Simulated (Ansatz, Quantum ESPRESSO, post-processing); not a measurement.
# 1T-CdI2, 1 layer in an electric field, part 5 of 6

Wanted: polarisability and gap of 1T-CdI2, 1 layer against a perpendicular field.

Quantum ESPRESSO 7.5; plane-wave DFT, vdW-DF-cx, GBRV ultrasoft pseudopotentials made under PBE; geometry and cross-check by Ansatz 0.2.0 with PAW datasets.

So far. Step 11 (Ground state: field -0.2 V/Å): The dipole goes from -0.0000 to -0.0974 e Å, 0.4868 e Å per V/Å. Step 12 (Potential by pp.x): The slope in the vacuum is -0.200 eV/Å for an applied -0.20 V/Å, as it should be.

### 13. Band structure: field -0.2 V/Å

Input file f3.bands.in:

```
&control
  prefix = 'f3.bands'
  outdir = './out'
  pseudo_dir = './pseudo'
  calculation = 'bands'
  tefield = .true.
  dipfield = .true.
/
&system
  ibrav = 0
  nat = 3
  ntyp = 2
  ecutwfc = 40
  ecutrho = 200
  input_dft = 'vdw-df-cx'
  occupations = 'smearing'
  smearing = 'fd'
  degauss = 0.004
  edir = 3
  emaxpos = 0.97
  eopreg = 0.04
  eamp = -0.00388938
  nbnd = 19
/
&electrons
  conv_thr = 1e-07
  mixing_beta = 0.4
  electron_maxstep = 120
  mixing_mode = 'local-TF'
/
ATOMIC_SPECIES
  I   126.9045  i_pbe_v1.uspp.F.UPF
  Cd  112.4140  cd_pbe_v1.uspp.F.UPF
CELL_PARAMETERS angstrom
  4.33318549760080 0.00000000000000 0.00000000000000
  -2.16659274880040 3.75264872023261 -0.00000000000000
  0.00000000000000 -0.00000000000000 19.42293265830000
ATOMIC_POSITIONS crystal
  I   0.666666666667 0.333333333333 0.411595321629
  Cd  0.000000000000 -0.000000000000 0.500000256538
  I   0.333333333333 0.666666666667 0.588404421833
K_POINTS crystal_b
4
  0.0000000000 0.0000000000 0.0000000000 14
  0.5000000000 0.0000000000 0.0000000000 14
  0.3333333333 0.3333333333 0.0000000000 14
  0.0000000000 0.0000000000 0.0000000000 1
```

Run with:

```bash
$ cp -r out/f3.save out/f3.bands.save
$ cp out/f3.xml out/f3.bands.xml
$ OMP_NUM_THREADS=1 mpirun -n 4 pw.x -nk 4 -in f3.bands.in > f3.bands.out
```

Numbers of over 12 decimals in the logs are rounded to 6 here.

The log of the run:

```text
[banner, memory and clock lines left out]
Program PWSCF v.7.5 starts
[citation notice left out]

[...]
bravais-lattice index     =            0
     lattice parameter (alat)  =       8.1885  a.u.
     unit-cell volume          =    2131.3590 (a.u.)^3
     number of atoms/cell      =            3
     number of atomic types    =            2
     number of electrons       =        26.00
     number of Kohn-Sham states=           19
     kinetic-energy cutoff     =      40.0000  Ry
     charge density cutoff     =     200.0000  Ry
     Exchange-correlation= VDW-DF-CX
                           (   1   4  27   0   1   0   0)

[...]
PseudoPot. # 1 for I  read from file:
     ./pseudo/i_pbe_v1.uspp.F.UPF
     Pseudo is Ultrasoft + core correction, Zval =  7.0
     Generated by new atomic code, or converted to UPF format
     Using radial grid of  893 points,  6 beta functions with:
                l(1) =   0
                l(2) =   0
                l(3) =   1
                l(4) =   1
                l(5) =   2
                l(6) =   2
     Q(r) pseudized with  8 coefficients,  rinner =    1.500   1.500   1.500
                                                       1.500   1.500

     PseudoPot. # 2 for Cd read from file:
     ./pseudo/cd_pbe_v1.uspp.F.UPF
     Pseudo is Ultrasoft + core correction, Zval = 12.0
     Generated by new atomic code, or converted to UPF format
     Using radial grid of  889 points,  6 beta functions with:
                l(1) =   0
                l(2) =   0
                l(3) =   1
                l(4) =   1
                l(5) =   2
                l(6) =   2
     Q(r) pseudized with  6 coefficients,  rinner =    1.000   1.000   1.000
                                                       1.000   1.000

     atomic species   valence    mass     pseudopotential
     I                 7.00   126.90450     I ( 1.00)
     Cd               12.00   112.41400     Cd( 1.00)

     No symmetry found

[...]
number of k points=    43  Fermi-Dirac smearing, width (Ry)=  0.0040
[...]
Dense  grid:   101877 G-vectors     FFT dimensions: (  40,  40, 180)

     Smooth grid:    72951 G-vectors     FFT dimensions: (  36,  36, 150)

     Check: negative core charge=   -0.000002

     The potential is recalculated from file :
     ./out/f3.bands.save/charge-density

     negative rho (up, down):  2.105E-02 0.000E+00

     %%%%%%%%%%%%%%%%%%%%%%%%%%%%%%%%%%%%%%%%%%%%%%%%%%%%%%%%%%%%%%%%%%%%%%%%
     %                                                                      %
     % You are using vdW-DF, which was implemented by the Thonhauser group. %
     % possible and the two reviews that describe the various versions:     %
     %                                                                      %
     %                                                                      %
     % If you are calculating stress with vdW-DF, please also cite:         %
     %                                                                      %
     %                                                                      %
     %%%%%%%%%%%%%%%%%%%%%%%%%%%%%%%%%%%%%%%%%%%%%%%%%%%%%%%%%%%%%%%%%%%%%%%%

     %%%%%%%%%%%%%%%%%%%%%%%%%%%%%%%%%%%%%%%%%%%%%%%%%%%%%%%%%%%%%%%%%%%%%%%%
     %                                                                      %
     %  vdW-DF NEWS:                                                        %
     %                                                                      %
     %  * vdW-DF3 is now available. DOI: 10.1021/acs.jctc.0c00471           %
     %    use with input_dft = 'vdW-DF3-opt1' or 'vdW-DF3-opt2'             %
     %                                                                      %
     %  * Unscreened and range-separated hybrid vdW-DF-cx functionals       %
     %    DOI: 10.1063/1.4986522 and 10.1088/1361-648X/ac2ad2               %
     %    use with input_dft = 'vdW-DF-cx0'    and 'vdW-DF-ahcx'            %
     %  * Unscreened and range-separated hybrid vdW-DF2-b86r functionals    %
     %    DOI: 10.1063/1.4986522 and DOI: 10.1103/PhysRevX.12.041003        %
     %    use with input_dft = 'vdW-DF2-br0' and 'vdW-DF2-ahbr'             %
     %                                                                      %
     %%%%%%%%%%%%%%%%%%%%%%%%%%%%%%%%%%%%%%%%%%%%%%%%%%%%%%%%%%%%%%%%%%%%%%%%

     Adding external electric field

     Computed dipole along edir(3) :
        Dipole               -0.1840 Ry au,         -0.4676 Debye
        Dipole field         -0.0011 Ry au,

        E field amplitude [Ha a.u.]: -3.8894E-03
        Potential amp.       -0.1977 Ry
        Total length         35.2359 bohr

     Starting wfcs are   17 randomized atomic wfcs +    2 random wfcs

     Band Structure Calculation
     Davidson diagonalization with overlap

     ethr =  3.85E-10,  avg # of iterations = 59.8

     End of band structure calculation

          k = 0.0000 0.0000 0.0000 (  9127 PWs)   bands (ev):

   -14.8030 -14.3353 -10.4341 -10.4341 -10.3245 -10.2608 -10.2608  -6.1167
    -3.7204  -3.3102  -3.3102  -3.0361  -3.0361  -0.3344   1.3719   1.5350
     2.5592   2.9441   3.2188

          k = 0.0357 0.0206 0.0000 (  9121 PWs)   bands (ev):

   -14.7977 -14.3340 -10.4332 -10.4315 -10.3234 -10.2611 -10.2607  -6.1158
    -3.7164  -3.3667  -3.3297  -3.0697  -3.0329  -0.2947   1.3904   1.5814
     2.5703   2.8927   3.2396

[...]
```

The job ended after 46 s (4 MPI ranks of Arm Neoverse V2, shared host; peak memory 0.41 GiB).

Numbers from this step:

```
valence top, on the run's zero : -3.026 eV
gap by band count              : 2.431 eV
```

Band numbers count within the set of bands kept for display. Electronic bands along the path, in eV, zero at the highest filled level of the SCF mesh; v1 is the highest filled band, c1 the lowest empty one:

```
point     v4     v3     v2     v1    c1    c2    c3    c4
    Γ  -0.27  -0.27   0.00   0.00  2.70  4.41  4.57  5.60
    M  -1.33  -1.24  -0.36  -0.16  2.44  5.18  6.31  6.49
    K  -2.11  -1.80  -0.49  -0.45  3.05  6.18  6.21  7.46
    Γ  -0.27  -0.27   0.00   0.00  2.70  4.41  4.57  5.60
```

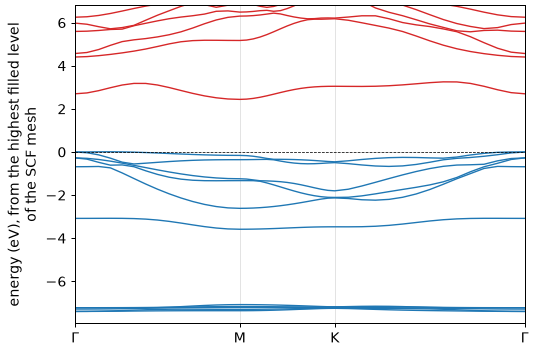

Electronic bands along the path; lines of filled and empty bands in two colours.

Upper empty bands that drop with the field can be states of the vacuum, held by the sawtooth; they depend on the cell's width.

Along this path the valence top lies between Γ and M and the conduction bottom at M.

### 14. Valence density

The density shows how far the electrons spill into the vacuum.

Input file f0.rho.in:

```
&inputpp
  prefix = 'f0'
  outdir = './out'
  filplot = 'f0.rho.dat'
  plot_num = 0
/
```

Run with:

```bash
$ OMP_NUM_THREADS=1 mpirun -n 4 pp.x -in f0.rho.in > f0.rho.out
```

The log of the run:

```text
[banner, memory and clock lines left out]
Program POST-PROC v.7.5 starts

          URL

     ./out/f0.save/

     IMPORTANT: XC functional enforced from input :
     Exchange-correlation= VDW-DF-CX
                           (   1   4  27   0   1   0   0)
     Any further DFT definition will be discarded
     Please, verify this is what you really want

     Check: negative core charge=   -0.000002

     negative rho (up, down):  2.105E-02 0.000E+00

     %%%%%%%%%%%%%%%%%%%%%%%%%%%%%%%%%%%%%%%%%%%%%%%%%%%%%%%%%%%%%%%%%%%%%%%%
     %                                                                      %
     % You are using vdW-DF, which was implemented by the Thonhauser group. %
     % possible and the two reviews that describe the various versions:     %
     %                                                                      %
     %                                                                      %
     % If you are calculating stress with vdW-DF, please also cite:         %
     %                                                                      %
     %                                                                      %
     %%%%%%%%%%%%%%%%%%%%%%%%%%%%%%%%%%%%%%%%%%%%%%%%%%%%%%%%%%%%%%%%%%%%%%%%

     %%%%%%%%%%%%%%%%%%%%%%%%%%%%%%%%%%%%%%%%%%%%%%%%%%%%%%%%%%%%%%%%%%%%%%%%
     %                                                                      %
     %  vdW-DF NEWS:                                                        %
     %                                                                      %
     %  * vdW-DF3 is now available. DOI: 10.1021/acs.jctc.0c00471           %
     %    use with input_dft = 'vdW-DF3-opt1' or 'vdW-DF3-opt2'             %
     %                                                                      %
     %  * Unscreened and range-separated hybrid vdW-DF-cx functionals       %
     %    DOI: 10.1063/1.4986522 and 10.1088/1361-648X/ac2ad2               %
     %    use with input_dft = 'vdW-DF-cx0'    and 'vdW-DF-ahcx'            %
     %  * Unscreened and range-separated hybrid vdW-DF2-b86r functionals    %
     %    DOI: 10.1063/1.4986522 and DOI: 10.1103/PhysRevX.12.041003        %
     %    use with input_dft = 'vdW-DF2-br0' and 'vdW-DF2-ahbr'             %
     %                                                                      %
     %%%%%%%%%%%%%%%%%%%%%%%%%%%%%%%%%%%%%%%%%%%%%%%%%%%%%%%%%%%%%%%%%%%%%%%%

     Adding external electric field

     Computed dipole along edir(3) :
        Dipole               -0.0000 Ry au,         -0.0000 Debye
        Dipole field         -0.0000 Ry au,

        Potential amp.        0.0000 Ry
        Total length         35.2359 bohr

     Calling punch_plot, plot_num =   0
     Writing data to file  f0.rho.dat
     Message from routine chdens:
     namelist plot not found or invalid, exiting

Note: The following floating-point exceptions are signalling: IEEE_UNDERFLOW_FLAG
Note: The following floating-point exceptions are signalling: IEEE_UNDERFLOW_FLAG
Note: The following floating-point exceptions are signalling: IEEE_UNDERFLOW_FLAG
Note: The following floating-point exceptions are signalling: IEEE_UNDERFLOW_FLAG
```

Run time: 15 s. Hardware: 4 MPI ranks; peak memory 0.21 GiB; 58 s of CPU time.

Numbers from this step:

| Quantity | Value |
| --- | --- |
| electrons by integration | 26.00 e |

Mean over planes. Valence density, planar mean against z:

```
z (Å)  valence density, planar mean (e/Å³)
    4                               2.5e-5
    6                              0.00675
    8                                0.234
   10                                0.570
   12                                0.184
   14                              0.00131
   16                               5.3e-6
```

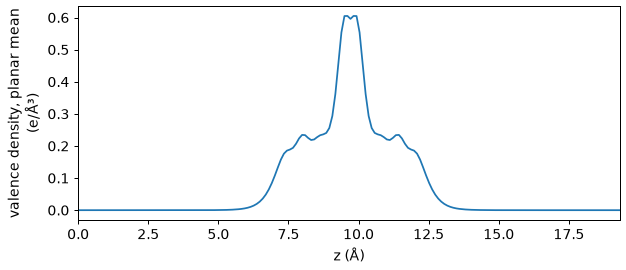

Valence density, planar mean, plotted against z.

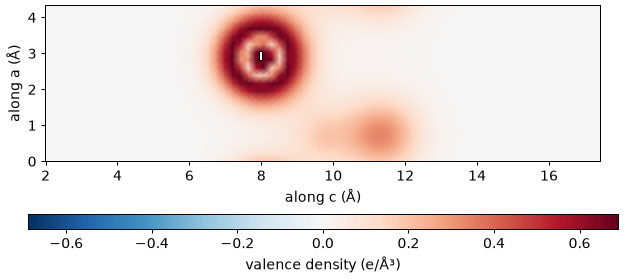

Valence density in the ca plane at fractional y = 0.333, with atoms of I within 0.2 Å of it. It is the smooth field of the valence electrons, not physical close to the nuclei. The far vacuum is left out of the map.

The density integrates to 26.000 electrons, as the 26 of the input ask.

### 15. Density by pp.x

Input file f2.rho.in:

```
&inputpp
  prefix = 'f2'
  outdir = './out'
  filplot = 'f2.rho.dat'
  plot_num = 0
/
```

Run with:

```bash
$ OMP_NUM_THREADS=1 mpirun -n 4 pp.x -in f2.rho.in > f2.rho.out
```

The job ended after 15 s (4 MPI ranks; peak memory 0.22 GiB; 58 s of CPU time).

### 16. Charge moved by a field of 0.2 V/Å

This step gave:

| Property | Result |
| --- | --- |
| largest charge moved across a plane | 0.001044 e/Å² |
| dipole step | -1.083 eV |

The planar mean by z:

```
z (Å)  planar mean (e/Å³)
    1              1.3e-8
    2              1.0e-7
    3              8.2e-7
    4              6.4e-6
    5              4.7e-5
    6              2.7e-4
    7              6.3e-4
    8              1.6e-4
    9             -2.1e-4
   10              1.8e-4
   11             -2.0e-5
   12             -3.4e-4
   13             -4.9e-4
   14             -9.2e-5
   15             -1.2e-5
   16             -1.4e-6
   17             -1.4e-7
   18             -1.4e-8
```

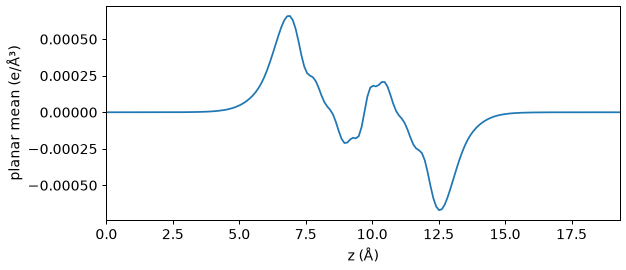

Planar mean against z.

The running integral, electrons below z by z:

```
z (Å)  running integral, electrons below z (e/Å²)
    2                                      5.3e-8
    3                                      4.4e-7
    4                                      3.5e-6
    5                                      2.6e-5
    6                                      1.7e-4
    7                                      7.0e-4
    8                                     0.00102
    9                                      9.7e-4
   10                                      9.1e-4
   11                                     0.00104
   12                                      8.4e-4
   13                                      2.7e-4
   14                                      4.2e-5
   15                                      5.0e-6
   16                                      5.4e-7
   17                                      5.3e-8
```

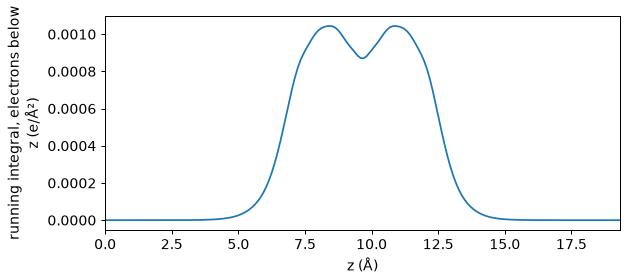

Running integral, electrons below z, plotted against z.

### 17. Polarisability from the dipole between 0 and 0.1 V/A

Numbers from this step:

| Quantity | Value |
| --- | --- |
| change of slope in the vacuum | 0.09999 eV/Å |
| polarisability a cell | 7.010 Å³ |
| sheet polarisability 4πα/A | 5.417 Å |

The change of the potential energy, second field less first by z:

```
z (Å)  change of the potential energy, second field less first (eV)
    0                                                        -0.349
    1                                                        -0.600
    2                                                        -0.500
    3                                                        -0.400
    4                                                        -0.300
    5                                                        -0.201
    6                                                        -0.107
    7                                                       -0.0399
    8                                                       -0.0190
    9                                                       -0.0120
   10                                                       0.00579
   11                                                        0.0161
   12                                                        0.0273
   13                                                        0.0735
   14                                                         0.161
   15                                                         0.259
   16                                                         0.359
   17                                                         0.459
   18                                                         0.559
   19                                                         0.371
```

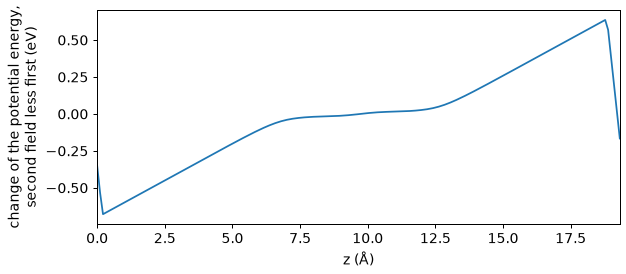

Change of the potential energy, second field less first, plotted against z.

### 18. Dipole against field

The dipole along the normal, dipole moment by applied field:

```
applied field (V/Å)  dipole along the normal, dipole moment (e·Å)
             -0.200                                       -0.0974
              0.000                                             0
              0.100                                        0.0487
              0.200                                        0.0974
```

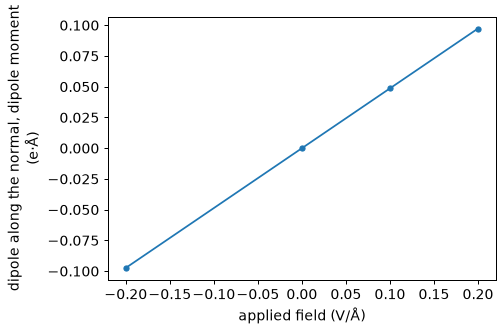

Dipole along the normal, dipole moment, plotted against applied field.

### 19. Cross-check with Ansatz: field 0.1 V/Å

As a check, the same structure is run in Ansatz.

Level of this step: plane-wave DFT, PBE, Ansatz PAW (Ansatz 0.2.0).

Input file input.yaml:

```yaml
crystal:
  lattice:
    - [4.3331854976, 0.0, 0.0]
    - [-2.1665927488, 3.7526487202, 0.0]
    - [0.0, 0.0, 19.4229326583]
  atoms:
    - { symbol: I, position: [0.6666666667, 0.3333333333, 0.4115953216] }
    - { symbol: Cd, position: [0.0, 0.0, 0.5000002565] }
    - { symbol: I, position: [0.3333333333, 0.6666666667, 0.5884044218] }
kpoints:
  mp_grid: { grid: [6, 6, 1] }
hamiltonian:
  xc: pbe
scf:
  occupations: { method: fermi_dirac, width: 0.054 }
  convergence: { dr2_threshold: 1.0e-09 }
efield:
  axis: 3
  dipole_correction: true
  ramp_position: 0.97
  ramp_width: 0.04
  amplitude: 0.1
output:
  write_potential: true
  write_density: true
  volumetric_format: npy
```

Run with:

```bash
$ ansatz run input.yaml --threads 4 --pin off --max-ram 8192MiB --backend cpu --events-out ev --progress --plain --runs-dir out
```

The log of the run:

```text
[...]
Crystal: 3 atoms, lattice volume = 315.835 Å³
Basis set: ecut = 420 eV, 6191 PW (Γ)
Bands: 33, of which v1, the nominal top of the filled ones, is band 27 counted from 1 (26 counted from 0)
Symmetry: 6 space group operations
k-points: 7 of 36 (time reversal used)
[...]
SCF iter  10: F=-23282.041071 eV  HF=-23282.041071 eV  |F-HF|=4.07e-10  |Δ(HF+E_count)|=   6.64e-9  Δρ=3.43e-7  dr2=3.81e-10  ethr=1.85e-12  p=0.048 e·Å  D=2.78e-2 V/Å  ΔV_dip=-0.54 eV  dr2_dipole=2.60e-13  V_vac-E_F(+/−)=5.72/4.47 eV  ⟨swp⟩=10.3  Hψ=803  notcnv=0
SCF 1 converged in 10 iterations: F = -23282.041071 eV  dr2 = 3.81e-10
[...]
WARN: The output density's exchange-correlation potential varies sharply where the density is thin. Do not read a vacuum level from v_tot or v_xc, or from such a field of the output density. On a cell that repeats whose density bears no net charge and no dipole along the vacuum's axis use v_es (v_loc + v_h of the components); under efield.dipole_correction with no amplitude use v_es + v_field, which holds any externa [...]
SCF converged after 10 iterations
Free energy (F): -23282.041071 eV
[...]
Internal energy: -23282.041071 eV  (E = F + TS)
E sigma→0 (E₀):  -23282.041071 eV
Fermi energy:    -0.896396 eV
Dipole field:    D = 0.027757 V/Å  (p = 0.048447 e·Å, saw-weighted, corrected)
Work function:   not extracted (applied field tilts the vacuum); planar V_es + V_field profile in the machine report
[...]
--- Band table (eV; the first three rows and the last of 7) ---
  k-point 0: bands = [... 23 lower, -2.4323, -2.4323, -2.1804, -2.1804, 0.6140, 2.3594, 3.6049, 4.0980, ... 2 higher]
  k-point 1: bands = [... 23 lower, -2.7924, -2.7472, -2.7337, -2.1774, 1.0752, 2.9719, 3.6038, 3.9975, ... 2 higher]
  k-point 2: bands = [... 23 lower, -3.4532, -3.2063, -2.5768, -2.2768, 0.6965, 3.0656, 4.1287, 4.7224, ... 2 higher]
  k-point 6: bands = [... 23 lower, -4.2839, -3.9718, -2.6625, -2.6427, 0.9418, 4.0604, 4.0756, 5.4117, ... 2 higher]
```

The job ended after 2.5 s (4 threads; peak memory 0.56 GiB).

Numbers from this step:

| Quantity | Value |
| --- | --- |
| free energy | -23282.0411 eV |
| Fermi energy | -0.8964 eV |
| gap by band count | 2.502 eV |
| dipole along the normal | 0.04845 e·Å |

At 0.1 V/Å Ansatz's dipole is 0.0484 e Å against 0.0487 from pw.x, under another functional.

### 20. Cross-check with Ansatz: field -0.1 V/Å

input.yaml, as its differences from the input of step 19:

```diff
@@ -21,3 +21,3 @@
   ramp_width: 0.04
-  amplitude: 0.1
+  amplitude: -0.1
 output:
```

The log of the run:

```text
[...]
Crystal: 3 atoms, lattice volume = 315.835 Å³
Basis set: ecut = 420 eV, 6191 PW (Γ)
Bands: 33, of which v1, the nominal top of the filled ones, is band 27 counted from 1 (26 counted from 0)
Symmetry: 6 space group operations
k-points: 7 of 36 (time reversal used)
[...]
k-point 0: bands = [... 23 lower, -2.4604, -2.4604, -2.2084, -2.2084, 0.5859, 2.3313, 3.5893, 4.0784, ... 2 higher]
  k-point 1: bands = [... 23 lower, -2.8204, -2.7753, -2.7618, -2.2055, 1.0472, 2.9440, 3.5781, 3.9741, ... 2 higher]
  k-point 2: bands = [... 23 lower, -3.4812, -3.2343, -2.6048, -2.3049, 0.6684, 3.0375, 4.1008, 4.7025, ... 2 higher]
  k-point 6: bands = [... 23 lower, -4.3120, -3.9999, -2.6906, -2.6708, 0.9137, 4.0324, 4.0476, 5.3837, ... 2 higher]
[key lines of the parts left out:]
SCF converged after 10 iterations
Free energy (F): -23282.041071 eV
Fermi energy:    -0.924457 eV
Dipole field:    D = -0.027759 V/Å  (p = -0.048452 e·Å, saw-weighted, corrected)
```

Wall time 2.4 s (4 threads); peak memory 0.56 GiB.

Numbers from this step:

```
Fermi energy            : -0.9245 eV
dipole along the normal : -0.04845 e·Å
```

[end of part 5 of 6]

[Logs are printed without paths, hosts, clocks, repeated set-up lines and the standing remarks that a program may print on its own settings, such as how far it seeks lower states.]

[Hosts, paths, dates, database ids (printed as entryN), source tags and the programs' standing remarks are cut or masked in the printed files.]

[Maps of the electrostatic potential energy from Ansatz leave out the sawtooth potential of an applied field or a dipole correction, so their vacuum need not be flat; planar profiles and work functions include it.]
